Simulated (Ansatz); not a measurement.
System: GaN (honeycomb bilayer).

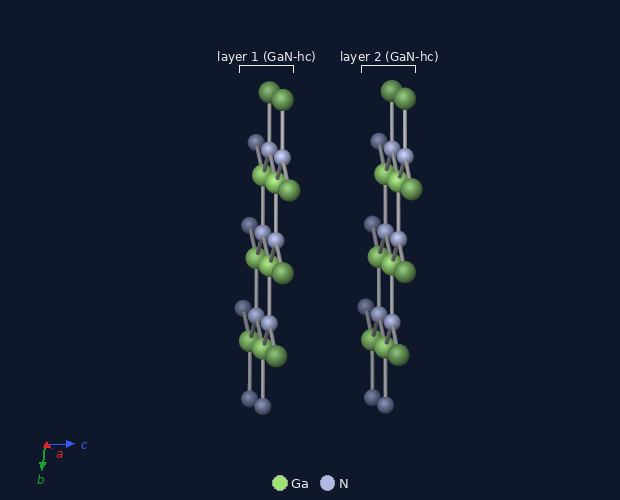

The structure (gallium green, nitrogen light blue). 2×3×1 cells are drawn. Some periodic images of atoms are drawn too.

The cell holds 4 atoms: 2 Ga and 2 N. Cell: a = 3.204 Å, b = 3.204 Å, c = 31.100 Å, α = 90.0°, β = 90.0°, γ = 120.0°. Regions: layer 1 (GaN-hc), 2 atoms (1 Ga and 1 N); layer 2 (GaN-hc), 2 atoms (1 Ga and 1 N). Vacuum lies along c.

```xyz
4
Lattice="3.2040 0.0000 0.0000 -1.6020 2.7748 0.0000 0.0000 0.0000 31.1000" Properties=species:S:1:pos:R:3
Ga    0.0000    1.8498   13.5834
N     1.6020    0.9249   13.5734
Ga    0.0000    1.8498   17.5166
N     1.6020    0.9249   17.5266
```

The structure was relaxed with PBE-D3(BJ). The runs that relaxed it are not among those shown.

Gaps computed with Ansatz 0.2.0 without a self-energy: PBE 1.70 eV and PBE+SOC 1.69 eV.

**Question.** Estimate the G0W0@PBE gap with 6×6×1 mesh, 407 empty bands, screening to 75 eV, PAW set soft_1 files.

About 3.20 eV: on its mesh the run moves the gap from 1.70 eV by +1.50 eV. Bands and cutoff are finite, so the gap is not at the basis limit. The miss can reach some tenths of an eV and take either sign; the mesh is an error of its own. The mesh in the plane is coarse for a sheet; gap and any exciton binding can still move on denser ones. The many-body steps are scalar-relativistic: spin-orbit coupling is not in them.

[Paths, hosts, dates, memory and timing lines, banners, echoed tables and standing remarks are left out of the program output.]

[Logs are printed without paths, hosts, clocks, repeated set-up lines and the standing remarks that a program may print on its own settings, such as how far it seeks lower states.]

[Runs of the session that timed out or met a known fault of the program may be left out.]

[Cells called generated may have been cut or substituted from an entry of the Crystallography Open Database or the Materials Project.]

[Hosts, paths, dates, database ids (printed as entryN), source tags and the programs' standing remarks are cut or masked in the printed files.]
